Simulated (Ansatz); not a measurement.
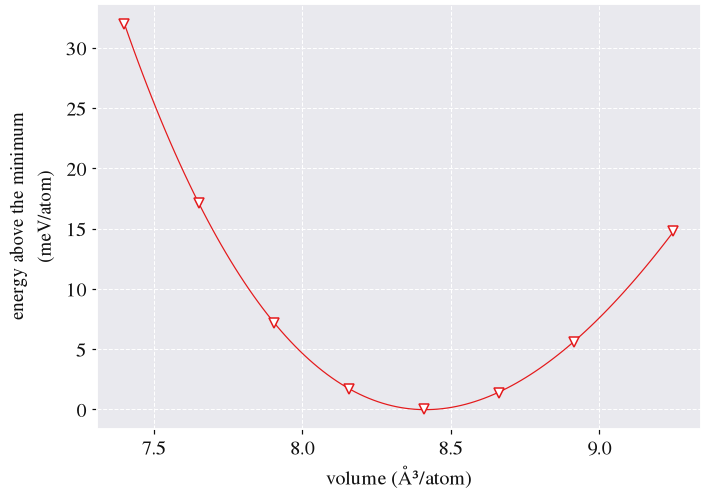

The figure shows the energy above the minimum against volume for LiF, space group Fm-3m (No. 225).

Structure:
```
CELL_PARAMETERS angstrom
0.00000 2.03353 2.03353
2.03353 0.00000 2.03353
2.03353 2.03353 0.00000
ATOMIC_POSITIONS crystal
Li 0.00000 0.00000 0.00000
F 0.50000 0.50000 0.50000
```

Method: third-order Birch-Murnaghan fit to density functional energies at scaled volumes of the given relaxed cell, shape and atoms relaxed at each volume; energies count from the fitted minimum; plane waves with PAW datasets, Γ-centred k mesh (Ansatz 0.2.0). Level: PBE, no spin polarisation.

| setting | value |
| --- | --- |
| wave cutoff | 420 eV |
| k mesh | 10×10×10 |
| occupations | Gaussian |
| smearing width | 0.02 eV |

> Give the fitted equation-of-state parameters.

A third-order Birch–Murnaghan fit gives V0 = 8.41 Å³/atom, B0 = 67.2 GPa and B′ = 4.2.

The computed values:

```
volume (Å³/atom)  energy above the minimum (meV/atom)
           7.400                                 32.0
           7.652                                 17.1
           7.905                                  7.2
           8.157                                  1.7
           8.409                                  0.0
           8.661                                  1.4
           8.914                                  5.6
           9.250                                 14.8
```
